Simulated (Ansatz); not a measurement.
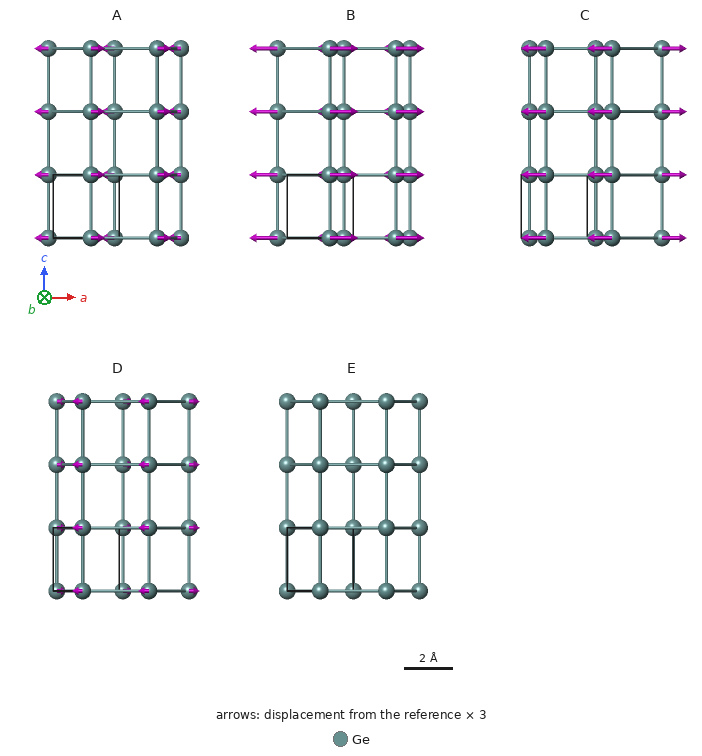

Energy scan for solid Ge (Cmmm), in which a normal mode of wave vector (1/2, 1/2, 0) of the primitive cell, folded into a doubled cell, is frozen in with the cell fixed, the amplitude being the largest displacement of an atom. Style: ball-and-stick. Shown: the cell of the calculation, reduced to other axes, repeated 2 × 2 × 3 with one cell outlined, along the b axis. Purple arrows: displacements from the reference. Lengths and directions refer to the drawn axes.

These are results of DFT r2SCAN, scalar-relativistic, plane waves, PAW (Ansatz 0.2.0), not measurements. Set-up: plane-wave cutoff 500 eV; k-point mesh 22 × 22 × 12; occupations gaussian; smearing width 0.15 eV; no spin polarisation. Energies (free energies at the smearing named) are counted from the relaxed crystal.

Order these geometries by energy, lowest first.

Answer. Lowest first: C (the amplitude 0.35 Å, −24.6 meV/cell), B (the amplitude −0.40 Å, −22.6 meV/cell), A (the amplitude −0.20 Å, −18.7 meV/cell), D (the amplitude 0.15 Å, −13.0 meV/cell), E (the amplitude 0.00 Å, 0.0 meV/cell). Over the whole scan: the harmonic wavenumber of the mode is 46i cm⁻¹, so the reference is unstable against it. Of the computed points the lowest is at the amplitude −0.30 Å (by symmetry) and 0.30 Å, −24.7 meV/cell. A local maximum lies at 0.00 Å (0.0 meV/cell). The curve is a double well: the distortion gains at least 24.7 meV/cell. The distortion takes the space group from Cmmm to Pmma.
